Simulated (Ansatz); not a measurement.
# Ni (Fm-3m): magnetic orders compared

Aim: at the geometry relaxed with parallel moments, start Ni (Fm-3m) in several magnetic orders and compare their energies. The run doesn't test whether this is the element's stable form.

Method: DFT r²SCAN, scalar-relativistic, plane waves, PAW, in Ansatz 0.2.0.

## Step 1: The structure to begin with

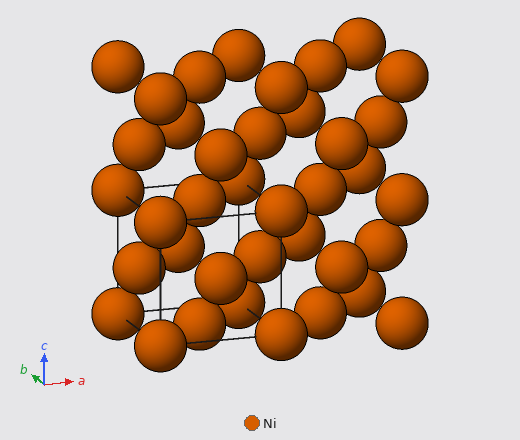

The starting structure, seen slightly off an axis (nickel orange). 2×1×2 cells are drawn. Atoms on the faces are drawn again on the opposite ones. The cell drawn here is the conventional one.

Structure file:

```
Ni
1.0
     0.00000    1.73921    1.73921
     1.73921    0.00000    1.73921
     1.73921    1.73921    0.00000
Ni
1
Direct
  0.00000 0.00000 0.00000
```

An earlier run at r²SCAN left this cell at 10.522 Å³/atom and 0.00 GPa (22×22×22 mesh).

## Step 2: Ferromagnetic, larger cell

Input file input.yaml:

```yaml
crystal:
  lattice:
    - [0.0, 1.7392116046, -1.7392116046]
    - [0.0, 1.7392116046, 1.7392116046]
    - [3.4784232092, 0.0, 0.0]
  atoms:
    - { symbol: Ni, position: [0.0, 0.0, 0.0], spin: 0.8 }
    - { symbol: Ni, position: [0.5, 0.5, 0.5], spin: 0.8 }
basis:
  ecutwfc: 500
  ecutrho_ratio: 4
kpoints:
  mp_grid: { grid: [14, 14, 10] }
hamiltonian:
  xc: r2scan
scf:
  occupations: { method: gaussian, width: 0.05 }
  lower_state_search: "off"
output:
  forces: true
  stress: true
  eigenvalues: true
  populations: true
magnetization:
  spin_polarized: true
```

Started as:

```
> ansatz run input.yaml --threads 1 --pin off --max-ram 2560MiB --backend cpu --events-out ev --progress --plain --runs-dir out
```

Output (excerpt; [...] marks lines left out):

```text
Warning: RAYON_NUM_THREADS=1 ignored (pool sized by the plan → 1); use --threads N
[...]
Pseudopotentials: kind: paw
Pseudopotential: Ni, paw, valence charge 18, recommended cutoff 500 eV (meta_gga), Ni.paw.azcp
Functional definition: r2SCAN
[...]
Crystal: 2 atoms, lattice volume = 21.043 Å³
Basis set: ecut = 500 eV, 537 PW (Γ), exchange–correlation on 72×72×108 points (64 copies of the dense FFT grid, shifted against one another)
Bands: 23, of which v1, the nominal top of the filled ones, is band 18 counted from 1 (17 counted from 0)
Symmetry: 32 space group operations
Space group: Fm-3m (ITA 225), of the structure as read, at distance tolerance 2.8e-5 Å
Magnetic group: BNS 225.116 (UNI 1618), of the structure as read, at distance tolerance 2.8e-5 Å
k-points: 216 of 1960
[...]
Starting moments: Σ|m| = 1.6 μB on 2 of 2 sites
[...]
SCF iter   1: F=-11690.467269 eV  HF=-11690.261468 eV  |F-HF|=2.06e-1  |Δ(HF+E_count)|=         —  Δρ=3.19e-2 (↑3.19e-2 ↓1.67e-2)  dr2=1.56e-1  dr2_τ=1.47e-2  dr2_m=3.91e-2  M=1.414 μB ∫|m|=1.491 μB  β_m=0.30  ethr=4.36e-4  ⟨swp⟩=1.4  Hψ=55531  notcnv=0
[...]
spin-set hold released at iteration 10 (site moments contracting): the magnetisation degrees of freedom join the quasi-Newton model from the next iteration; the mixer history was flushed
[...]
SCF iter  20: F=-11690.582510 eV  HF=-11690.582510 eV  |F-HF|=7.58e-8  |Δ(HF+E_count)|=   8.46e-8  Δρ=5.57e-6 (↑1.67e-6 ↓5.57e-6)  dr2=3.73e-9  dr2_τ=1.65e-11  dr2_m=1.72e-9  M=1.493 μB ∫|m|=1.832 μB  ethr=4.57e-11  ⟨swp⟩=4.3  Hψ=34560  notcnv=0
[...]
this state was not tested for a lower state beside it, because the mixer in use, unlike msr1, does not test its closes by its own steps (another_mixer; see scf.mixing.algorithm and scf.lower_state_search)
SCF converged after 20 iterations
Magnetization: 1.4929 μB (18.7464 up, 17.2536 down)
Absolute magnetization: 1.8338 μB (∫|ρ↑−ρ↓|, with the PAW one-centre terms)
Spin contamination: 0.0416 ħ² per cell (⟨S²⟩ above its minimum at these occupations)
Per-site moments (μB) at R_I (Å): [(0.8143154293783793, 1.0145918636130722), (0.8143154293783786, 1.0145918636130722)]
Free energy (F): -11690.582510 eV
[...]
E sigma→0 (E₀):  -11690.581073 eV
Entropy (-TS):   -0.002874 eV (-1.437 meV/atom)
Fermi energy:    18.904748 eV
[...]
--- Forces (eV/Å), atoms counted from 1 ---
  atom   1  Ni     0.00000000     0.00000000    -0.00000000
  atom   2  Ni     0.00000000    -0.00000000    -0.00000000
[...]
--- Stress (GPa, compression-positive) ---
       -0.157507      -0.000000       0.000000
       -0.000000       0.096585       0.000000
        0.000000       0.000000       0.096585
  P = ⅓ Tr σ = 0.0119 GPa (0.119 kbar)
--- Band table (eV; the first three rows and the last of 432) ---
  k-point 0 ↑: bands = ["-88.9638", "-88.9114", "-47.9598", "-47.8129", "-47.8129", "-47.7237", "-47.7198", "-47.7198", "9.1141", "13.5398", "13.9274", "15.7962", "15.7962", "15.7988", "17.1579", "17.1608", "17.8745", "17.8745", "17.9162", "21.2895", "28.4642", "34.4818", "34.4818"]
[...]
--- Löwdin populations: 2 sites ---
  site symbol       q [e]    m [muB]
     0     Ni     17.7762     0.7968
     1     Ni     17.7762     0.7968
  spilling = 0.012432 (of n_electrons = 36.000000)
```

It took 66 s on 1 thread of Intel Xeon Platinum 8259CL at 2.50GHz (Skylake/Cascade Lake), shared host; peak memory 0.6 GiB.

In short: volume 10.522 Å³/atom, pressure 0.01 GPa, a metal on this mesh, moments in the atoms' spheres Ni 0.81 μB.

## Step 3: Antiferromagnetic, propagation vector (1, 0, 0)

Changes to input.yaml since step 2:

```diff
@@ -7,3 +7,3 @@
     - { symbol: Ni, position: [0.0, 0.0, 0.0], spin: 0.8 }
-    - { symbol: Ni, position: [0.5, 0.5, 0.5], spin: 0.8 }
+    - { symbol: Ni, position: [0.5, 0.5, 0.5], spin: -0.8 }
 basis:
```

Started as:

```
> ansatz run input.yaml --threads 1 --pin off --max-ram 2560MiB --backend cpu --events-out ev --progress --plain --runs-dir out
```

Output (excerpt; [...] marks lines left out):

```text
Warning: RAYON_NUM_THREADS=1 ignored (pool sized by the plan → 1); use --threads N
[...]
Pseudopotentials: kind: paw
Pseudopotential: Ni, paw, valence charge 18, recommended cutoff 500 eV (meta_gga), Ni.paw.azcp
Functional definition: r2SCAN
[...]
Crystal: 2 atoms, lattice volume = 21.043 Å³
Basis set: ecut = 500 eV, 537 PW (Γ), exchange–correlation on 72×72×108 points (64 copies of the dense FFT grid, shifted against one another)
Bands: 23, of which v1, the nominal top of the filled ones, is band 18 counted from 1 (17 counted from 0)
Symmetry: 16 space group operations
Space group: P4/mmm (ITA 123), of the structure as read, at distance tolerance 2.8e-5 Å
Magnetic group: BNS 123.350 (UNI 1010), of the structure as read, at distance tolerance 2.8e-5 Å
k-points: 216 of 1960
[...]
Starting moments: Σ|m| = 1.6 μB on 2 of 2 sites
[...]
Absolute magnetization: 0.5703 μB (∫|ρ↑−ρ↓|, with the PAW one-centre terms)
Spin contamination: 0.2910 ħ² per cell (⟨S²⟩ above its minimum at these occupations)
Per-site moments (μB) at R_I (Å): [(0.27864259974778943, 1.0145918636130722), (-0.27859288961435363, 1.0145918636130722)]
Free energy (F): -11690.360009 eV
[...]
E sigma→0 (E₀):  -11690.357521 eV
Entropy (-TS):   -0.004977 eV (-2.489 meV/atom)
Fermi energy:    18.539547 eV
[...]
--- Forces (eV/Å), atoms counted from 1 ---
  atom   1  Ni     0.00000000     0.00000000     0.00000000
  atom   2  Ni     0.00000000    -0.00000000     0.00000000
[...]
--- Stress (GPa, compression-positive) ---
       -2.372513      -0.000000       0.000000
       -0.000000      -2.166914      -0.000000
        0.000000       0.000000      -2.166914
  P = ⅓ Tr σ = -2.2354 GPa (-22.354 kbar)
--- Band table (eV; the first three rows and the last of 432) ---
[... band rows left out ...]
[...]
--- Löwdin populations: 2 sites ---
  site symbol       q [e]    m [muB]
     0     Ni     17.7842     0.2624
     1     Ni     17.7842    -0.2624
  spilling = 0.011988 (of n_electrons = 36.000000)
```

It took 78 s on 1 thread of Intel Xeon Platinum 8259CL at 2.50GHz (Skylake/Cascade Lake), shared host; peak memory 0.61 GiB.

In short: volume 10.522 Å³/atom, pressure -2.24 GPa, no gap, moments in the atoms' spheres Ni 0.28, -0.28 μB.

In this order, neighbours among magnetic atoms: 4 of 12 parallel, 6 of 6 parallel (shell by shell, nearest first).

## Step 4: Ferromagnetic, larger cell

Input file input.yaml:

```yaml
crystal:
  lattice:
    - [-1.7392116046, -1.7392116046, 3.4784232092]
    - [-3.4784232092, -1.7392116046, 1.7392116046]
    - [-1.7392116046, -3.4784232092, 1.7392116046]
  atoms:
    - { symbol: Ni, position: [0.0, 0.0, 0.0], spin: 0.8 }
    - { symbol: Ni, position: [0.5, 0.5, 0.5], spin: 0.8 }
basis:
  ecutwfc: 500
  ecutrho_ratio: 4
kpoints:
  mp_grid: { grid: [16, 16, 16] }
hamiltonian:
  xc: r2scan
scf:
  occupations: { method: gaussian, width: 0.05 }
  lower_state_search: "off"
output:
  forces: true
  stress: true
  eigenvalues: true
  populations: true
magnetization:
  spin_polarized: true
```

Started as:

```
> ansatz run input.yaml --threads 1 --pin off --max-ram 2560MiB --backend cpu --events-out ev --progress --plain --runs-dir out
```

Output (excerpt; [...] marks lines left out):

```text
Warning: RAYON_NUM_THREADS=1 ignored (pool sized by the plan → 1); use --threads N
[...]
Pseudopotentials: kind: paw
Pseudopotential: Ni, paw, valence charge 18, recommended cutoff 500 eV (meta_gga), Ni.paw.azcp
Functional definition: r2SCAN
[...]
Crystal: 2 atoms, lattice volume = 21.043 Å³
Basis set: ecut = 500 eV, 549 PW (Γ), FFT grids on a1−a3, a2−a3, a3, exchange–correlation on 72×72×128 points (64 copies of the dense FFT grid, shifted against one another)
Bands: 23, of which v1, the nominal top of the filled ones, is band 18 counted from 1 (17 counted from 0)
Symmetry: 24 space group operations
Space group: Fm-3m (ITA 225), of the structure as read, at distance tolerance 2.8e-5 Å
Magnetic group: BNS 225.116 (UNI 1618), of the structure as read, at distance tolerance 2.8e-5 Å
k-points: 417 of 4096
[...]
Starting moments: Σ|m| = 1.6 μB on 2 of 2 sites
[...]
Absolute magnetization: 1.8436 μB (∫|ρ↑−ρ↓|, with the PAW one-centre terms)
Spin contamination: 0.0414 ħ² per cell (⟨S²⟩ above its minimum at these occupations)
Per-site moments (μB) at R_I (Å): [(0.8215307396896375, 1.0145918636130722), (0.8215307396896371, 1.0145918636130722)]
Free energy (F): -11690.582413 eV
[...]
E sigma→0 (E₀):  -11690.581044 eV
Entropy (-TS):   -0.002739 eV (-1.369 meV/atom)
Fermi energy:    18.903445 eV
[...]
--- Forces (eV/Å), atoms counted from 1 ---
  atom   1  Ni    -0.00000000    -0.00000000    -0.00000000
  atom   2  Ni     0.00000000     0.00000000    -0.00000000
[...]
--- Stress (GPa, compression-positive) ---
        0.061387      -0.090420       0.090420
       -0.090420       0.061387       0.090420
        0.090420       0.090420       0.061387
  P = ⅓ Tr σ = 0.0614 GPa (0.614 kbar)
--- Band table (eV; the first three rows and the last of 834) ---
[... band rows left out ...]
[...]
--- Löwdin populations: 2 sites ---
  site symbol       q [e]    m [muB]
     0     Ni     17.7753     0.8040
     1     Ni     17.7753     0.8040
  spilling = 0.012485 (of n_electrons = 36.000000)
```

Wall time 2.1 min (1 thread of Intel Xeon Platinum 8259CL at 2.50GHz (Skylake/Cascade Lake), shared host); peak memory 0.75 GiB.

Result: volume 10.522 Å³/atom, pressure 0.06 GPa, no gap, moments in the atoms' spheres Ni 0.82 μB.

## Step 5: Antiferromagnetic, propagation vector (1/2, 1/2, -1/2)

Changes to input.yaml since step 4:

```diff
@@ -7,3 +7,3 @@
     - { symbol: Ni, position: [0.0, 0.0, 0.0], spin: 0.8 }
-    - { symbol: Ni, position: [0.5, 0.5, 0.5], spin: 0.8 }
+    - { symbol: Ni, position: [0.5, 0.5, 0.5], spin: -0.8 }
 basis:
```

Started as:

```
> ansatz run input.yaml --threads 1 --pin off --max-ram 2560MiB --backend cpu --events-out ev --progress --plain --runs-dir out
```

Output (excerpt; [...] marks lines left out):

```text
Warning: RAYON_NUM_THREADS=1 ignored (pool sized by the plan → 1); use --threads N
[...]
Pseudopotentials: kind: paw
Pseudopotential: Ni, paw, valence charge 18, recommended cutoff 500 eV (meta_gga), Ni.paw.azcp
Functional definition: r2SCAN
[...]
Crystal: 2 atoms, lattice volume = 21.043 Å³
Basis set: ecut = 500 eV, 549 PW (Γ), FFT grids on a1−a3, a2−a3, a3, exchange–correlation on 72×72×128 points (64 copies of the dense FFT grid, shifted against one another)
Bands: 23, of which v1, the nominal top of the filled ones, is band 18 counted from 1 (17 counted from 0)
Symmetry: 12 space group operations
Space group: R-3m (ITA 166), of the structure as read, at distance tolerance 2.8e-5 Å
Magnetic group: BNS 166.102 (UNI 1332), of the structure as read, at distance tolerance 2.8e-5 Å
k-points: 417 of 4096
[...]
Starting moments: Σ|m| = 1.6 μB on 2 of 2 sites
[...]
Absolute magnetization: 1.1057 μB (∫|ρ↑−ρ↓|, with the PAW one-centre terms)
Spin contamination: 0.5602 ħ² per cell (⟨S²⟩ above its minimum at these occupations)
Per-site moments (μB) at R_I (Å): [(0.5299368922344314, 1.0145918636130722), (-0.5299368922344314, 1.0145918636130722)]
Free energy (F): -11690.397288 eV
[...]
E sigma→0 (E₀):  -11690.395788 eV
Entropy (-TS):   -0.003001 eV (-1.500 meV/atom)
Fermi energy:    18.621374 eV
[...]
--- Forces (eV/Å), atoms counted from 1 ---
  atom   1  Ni     0.00000000     0.00000000    -0.00000000
  atom   2  Ni    -0.00000000    -0.00000000     0.00000000
[...]
--- Stress (GPa, compression-positive) ---
       -0.591154       1.458924      -1.458924
        1.458924      -0.591154      -1.458924
       -1.458924      -1.458924      -0.591154
  P = ⅓ Tr σ = -0.5912 GPa (-5.912 kbar)
--- Band table (eV; the first three rows and the last of 834) ---
[... band rows left out ...]
[...]
--- Löwdin populations: 2 sites ---
  site symbol       q [e]    m [muB]
     0     Ni     17.7795     0.5005
     1     Ni     17.7795    -0.5005
  spilling = 0.012247 (of n_electrons = 36.000000)
```

Wall time 66 s (1 thread of Intel Xeon Platinum 8259CL at 2.50GHz (Skylake/Cascade Lake), shared host); peak memory 0.72 GiB.

This gives: volume 10.522 Å³/atom, pressure -0.59 GPa, no gap, moments in the atoms' spheres Ni 0.53, -0.53 μB.

In this order, neighbours among magnetic atoms: 6 of 12 parallel, 0 of 6 parallel (shell by shell, nearest first).

## Step 6: No spin polarisation

Input file input.yaml:

```yaml
crystal:
  lattice:
    - [0.0, 1.7392116046, 1.7392116046]
    - [1.7392116046, 0.0, 1.7392116046]
    - [1.7392116046, 1.7392116046, 0.0]
  atoms:
    - { symbol: Ni, position: [0.0, 0.0, 0.0] }
basis:
  ecutwfc: 500
  ecutrho_ratio: 4
kpoints:
  mp_grid: { grid: [22, 22, 22] }
hamiltonian:
  xc: r2scan
scf:
  occupations: { method: gaussian, width: 0.05 }
output:
  forces: true
  stress: true
  eigenvalues: true
```

Started as:

```
> ansatz run input.yaml --threads 1 --pin off --max-ram 2560MiB --backend cpu --events-out ev --progress --plain --runs-dir out
```

Output (excerpt; [...] marks lines left out):

```text
Warning: RAYON_NUM_THREADS=1 ignored (pool sized by the plan → 1); use --threads N
[...]
Pseudopotentials: kind: paw
Pseudopotential: Ni, paw, valence charge 18, recommended cutoff 500 eV (meta_gga), Ni.paw.azcp
Functional definition: r2SCAN
[...]
Crystal: 1 atoms, lattice volume = 10.522 Å³
Basis set: ecut = 500 eV, 283 PW (Γ), exchange–correlation on 72×72×72 points (64 copies of the dense FFT grid, shifted against one another)
Bands: 13, of which v1, the nominal top of the filled ones, is band 9 counted from 1 (8 counted from 0)
Symmetry: 48 space group operations
Space group: Fm-3m (ITA 225), of the structure as read, at distance tolerance 2.2e-5 Å
k-points: 328 of 10648
[...]
SCF iter   1: F=—  HF=-5845.112501 eV  |F-HF|=—  |Δ(HF+E_count)|=         —  Δρ=1.99e-2  dr2=2.16e-2  dr2_τ=3.17e-2  ethr=1.77e-3  ⟨swp⟩=5.7  Hψ=23075  notcnv=0
[...]
SCF iter   8: F=-5845.166003 eV  HF=-5845.166003 eV  |F-HF|=2.16e-9  |Δ(HF+E_count)|=   1.55e-8  Δρ=8.72e-6  dr2=5.74e-9  dr2_τ=8.36e-11  ethr=5.56e-10  ⟨swp⟩=6.4  Hψ=22142  notcnv=0
[...]
SCF converged after 8 iterations
Free energy (F): -5845.166003 eV
[...]
E sigma→0 (E₀):  -5845.163373 eV
Entropy (-TS):   -0.005260 eV (-5.260 meV/atom)
Fermi energy:    18.495810 eV
[...]
--- Forces (eV/Å), atoms counted from 1 ---
  atom   1  Ni    -0.00000000     0.00000000    -0.00000000
[...]
--- Stress (GPa, compression-positive) ---
       -2.947866      -0.000000       0.000000
        0.000000      -2.947866      -0.000000
        0.000000      -0.000000      -2.947866
  P = ⅓ Tr σ = -2.9479 GPa (-29.479 kbar)
--- Band table (eV; the first three rows and the last of 328) ---
  k-point 0: bands = ["-88.2079", "-46.9762", "-46.9762", "-46.9762", "9.0030", "16.5350", "16.5350", "16.5350", "17.6305", "17.6305", "43.2343", "47.9097", "47.9097"]
[...]
```

Run time: 7.6 s. Hardware: 1 thread of Intel Xeon Platinum 8259CL at 2.50GHz (Skylake/Cascade Lake), shared host; peak memory 0.49 GiB.

Read off: volume 10.522 Å³/atom, pressure -2.95 GPa, a metal on this mesh.

## Step 7: Comparison

Orders of one name are numbered as they were run above.

```csv
order,above the lowest (meV/atom),largest moment (μB),pressure (GPa),gap on the mesh (eV),order kept
ferromagnetic,0.0,0.82,0.0,0.00,yes
"antiferromagnetic, propagation vector (1, 0, 0)",111.8,0.28,-2.2,0.00,yes
"antiferromagnetic, propagation vector (1/2, 1/2, -1/2)",92.6,0.53,-0.6,0.00,yes
no spin polarisation,126.1,0.00,-2.9,0.00,yes
```

The first row is the run of the earlier session that started with parallel moments (-5845.2895 eV/atom). A larger cell is measured against the parallel state in that same cell where that was run, so that mesh errors cancel.

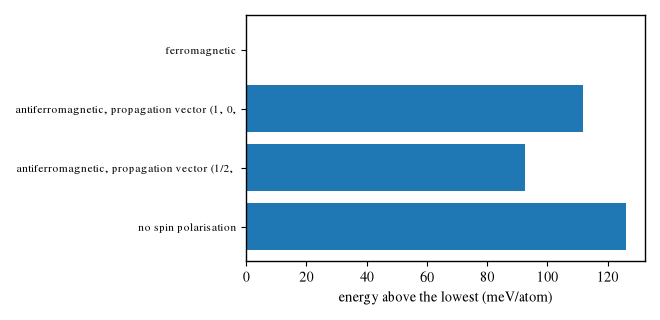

Energy of each order.

## Step 8: What came out

```
            quantity                                                                  value
        orders tried                                                                      4
              lowest                                                          ferromagnetic
largest moment there                                                                0.82 μB
       next above it  antiferromagnetic, propagation vector (1/2, 1/2, -1/2), 92.6 meV/atom
```

What this shows: Of the orders that kept their pattern, the lowest is: ferromagnetic. The next lies 92.6 meV/atom higher. Under stress at this geometry, and so lower once relaxed: antiferromagnetic, propagation vector (1, 0, 0) (-2.2 GPa); no spin polarisation (-2.9 GPa). Only these orders were tried, at zero temperature; the one found in experiment may not be among them.
